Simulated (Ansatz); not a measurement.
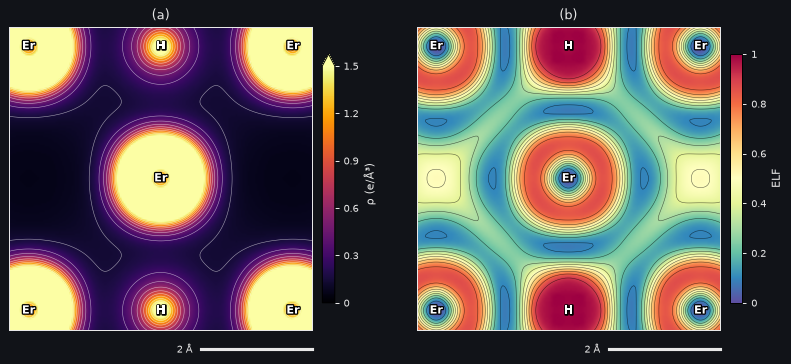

The picture shows: Er$_{3}$H. (a) valence pseudo-density; (b) electron localisation function on the (100) plane of the conventional cell.

Space group Pm-3m; a structure generated by program, which may or may not match a known phase; computed without spin polarisation; no Hubbard U on the f states and no spin–orbit coupling.

Theory: DFT PBE, scalar-relativistic, plane waves, PAW; 4f electrons in the core of a trivalent norm-conserving potential (Ansatz).

In a pseudopotential calculation such maps are meaningful between the atoms, not at the nuclei.

```yaml
crystal:
  lattice:
    - [4.75303, 0.00000, 0.00000]
    - [0.00000, 4.75303, 0.00000]
    - [0.00000, 0.00000, 4.75303]
  atoms:
    - { symbol: Er, position: [0.00000, 0.50000, 0.50000] }
    - { symbol: Er, position: [0.50000, 0.00000, 0.50000] }
    - { symbol: Er, position: [0.50000, 0.50000, 0.00000] }
    - { symbol: H, position: [0.50000, 0.50000, 0.50000] }
```

**What do the fields say about this system?**

Atoms in the plane: Er and H. Er–H (2.38 Å): ρ is about 0.24 e/Å³ halfway; the ELF climbs to about 1 towards the hydrogen. Between the atoms the lowest density in this plane is 0.06 e/Å³. The features right at Er lie inside the core regions, where the map follows smoothed inner orbitals and isn't to be read closely.

**Does the calculation give a band gap?**

It is gapless in this calculation (a metal or semimetal).
